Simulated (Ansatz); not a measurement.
## LiCl: 9 runs along one coordinate

System: LiCl (2 atoms in the cell).
Method: DFT PBE, scalar-relativistic, plane waves, PAW, no spin polarisation (Ansatz 0.2.0).

The 9 runs differ only in the geometry, by a strain of the cell at fixed fractional positions. Against run 5, the strain is εxx = η and εyy = η. The structure derives from an entry of the Crystallography Open Database.

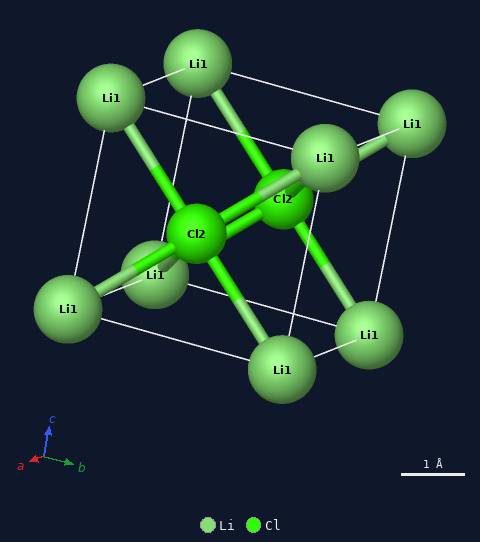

Figure 1. The structure of run 5 (ball-and-stick view of the reduced cell, seen slightly off an axis; atoms are numbered from 1 in the order of the input). An atom can appear more than once, as a periodic image.

## Input of run 5
```yaml
crystal:
  lattice:
    - [0.0, 2.5904076, 2.56476]
    - [2.5904076, 0.0, 2.56476]
    - [2.5904076, 2.5904076, 0.0]
  atoms:
    - { symbol: Li, position: [0.0, 0.0, 0.0] }
    - { symbol: Cl, position: [0.5, 0.5, 0.5] }
basis:
  ecutwfc: 420
kpoints:
  mp_grid: { grid: [8, 8, 8] }
hamiltonian:
  xc: pbe
scf:
  occupations: { method: gaussian, width: 0.05 }
output:
  forces: true
  stress: true
  eigenvalues: true
```

Command:
```bash
ansatz run input.yaml --threads 1 --pin off --max-ram 2560MiB --backend cpu --events-out ev --progress --plain --runs-dir out
```

Run 2 differs from it as follows:
```diff
-    - [0.0, 2.5904076, 2.56476]
-    - [2.5904076, 0.0, 2.56476]
-    - [2.5904076, 2.5904076, 0.0]
+    - [0.0, 2.4878172, 2.56476]
+    - [2.4878172, 0.0, 2.56476]
+    - [2.4878172, 2.4878172, 0.0]
```

## Results, with one run withheld

```csv
run,strain parameter η (%),"free energy per atom, from the lowest run given (meV)",pressure (GPa),gap on the mesh (eV)
1,−4.9505,18.68,3.79,6.74
2,−3.9604,?,?,?
3,−2.9703,5.26,1.90,6.53
4,−1.9802,1.74,1.11,6.43
5,0.0000,0.00,−0.23,6.21
6,0.9901,1.40,−0.80,6.09
7,1.9802,4.08,−1.30,5.98
8,2.4752,5.86,−1.53,5.92
9,2.9703,7.90,−1.74,5.87
```

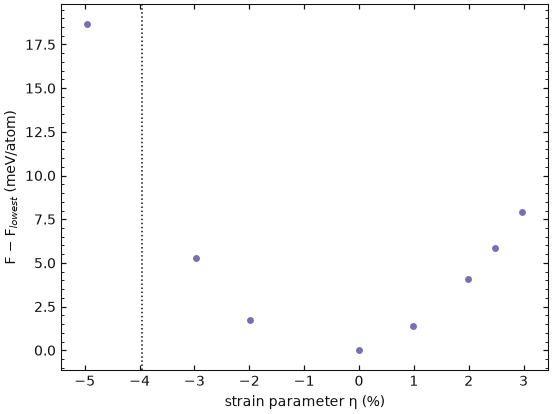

Figure 2. Free energy per atom of the runs given; the dotted line marks run 2.

What should run 2 give?

A cubic polynomial in the coordinate, fitted to the 8 runs given, misses them by at most 0.02 meV per atom. With x = η + 0.1856, it reads F = −0.12707 + 0.44521 x + 0.76619 x² − 0.032611 x³ (meV per atom). At run 2 it gives 10.86 meV per atom, and the run itself gives 10.82. The fit has its minimum at η = −0.4709 %. The gap on the mesh goes, without turning, from 6.74 eV in run 1 to 5.87 eV in run 9; run 2 has 6.64 eV. These are gaps of this functional on this mesh, which can miss the band edges; they aren't the measured gap.

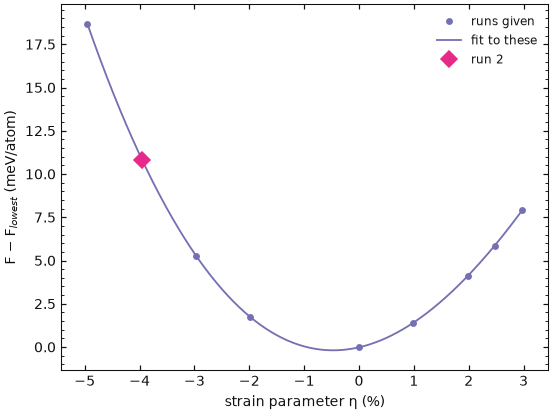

Figure 3. The fit and the withheld run.

## Output, shortened to warnings, some set-up lines, iterations and results (run 2)
```
Basis set: ecut = 420 eV, 617 PW (Γ), exchange–correlation on 48×48×48 points (8 copies of the dense FFT grid, shifted against one another)
Symmetry: 16 space group operations
k-points: 59 of 512
Initial density: superposition of atomic densities (neutral atoms: chi_scale 0, normalization atom), corrected by the library's trained network
[...]
SCF iter   1: F=—  HF=-1287.811928 eV  |F-HF|=—  |Δ(HF+E_count)|=         —  Δρ=2.92e-4  dr2=2.26e-5  ethr=1.77e-3  ⟨swp⟩=6.7  Hψ=3874  notcnv=0
SCF iter   2: F=—  HF=-1287.811865 eV  |F-HF|=—  |Δ(HF+E_count)|=   6.39e-5  Δρ=1.46e-4  dr2=8.02e-6  ethr=2.26e-7  ⟨swp⟩=2.6  Hψ=1347  notcnv=0
SCF iter   3: F=—  HF=-1287.811852 eV  |F-HF|=—  |Δ(HF+E_count)|=   1.22e-5  Δρ=6.41e-5  dr2=9.12e-7  ethr=8.02e-8  ⟨swp⟩=2.0  Hψ=712  notcnv=0
SCF iter   4: F=-1287.811851 eV  HF=-1287.811851 eV  |F-HF|=6.19e-8  |Δ(HF+E_count)|=   8.95e-7  Δρ=1.79e-5  dr2=9.93e-8  ethr=9.12e-9  ⟨swp⟩=2.0  Hψ=765  notcnv=0
SCF iter   5: F=-1287.811851 eV  HF=-1287.811851 eV  |F-HF|=2.63e-10  |Δ(HF+E_count)|=   2.24e-8  Δρ=1.17e-6  dr2=1.85e-10  ethr=9.93e-10  ⟨swp⟩=2.3  Hψ=726  notcnv=0
SCF iter   6: F=-1287.811851 eV  HF=-1287.811851 eV  |F-HF|=9.78e-12  |Δ(HF+E_count)|=  2.88e-10  Δρ=1.93e-7  dr2=1.46e-11  ethr=1.85e-12  ⟨swp⟩=1.1  Hψ=1532  notcnv=0
SCF 1 converged in 6 iterations: F = -1287.811851 eV  dr2 = 1.46e-11
SCF converged after 6 iterations
Free energy (F): -1287.811851 eV
Harris-Foulkes:  -1287.811851 eV  (|F-HF|=9.78e-12)
Internal energy: -1287.811851 eV  (E = F + TS)
E sigma→0 (E₀):  -1287.811851 eV
Fermi energy:    5.622051 eV
--- Per-component energies (eV) ---
  E_band       = -98.635127
  E_kinetic    = 184.598933
  E_local      = -312.444741  (includes V_loc(G=0)·N_el)
  E_nonlocal   = -4.649958
  E_hartree    = 90.500099
  E_xc         = -118.994587
  E_vxc        = -137.372561  (∫ρ·V_xc dr)
  E_paw        = -680.465463  (= ΣΔE_a)
  E_vpaw       = -9.767156  (= ΣTr[D̂ρ^β])
  E_aug_tail   = 0.000109  (compensation charges beyond the density's cutoff)
  E_ewald      = -446.356244
  E_smearing   = -0.000000  (= −TS)
  E_closure    = 0.000000  (closes the sum)
  Σ components = -1287.811851   (vs F -1287.811851, Δ=0.00e0)
--- Forces (eV/Å), atoms counted from 1 ---
  atom   1  Li    -0.00000000     0.00000000    -0.00000000
  atom   2  Cl     0.00000000     0.00000000    -0.00000000
  max |Σ_I F_I| component: 2.96e-30 eV/Å
--- Stress (GPa, compression-positive) ---
        3.264346       0.000000       0.000000
        0.000000       3.264346      -0.000000
        0.000000       0.000000       1.853384
  P = ⅓ Tr σ = 2.7940 GPa (27.940 kbar)
```
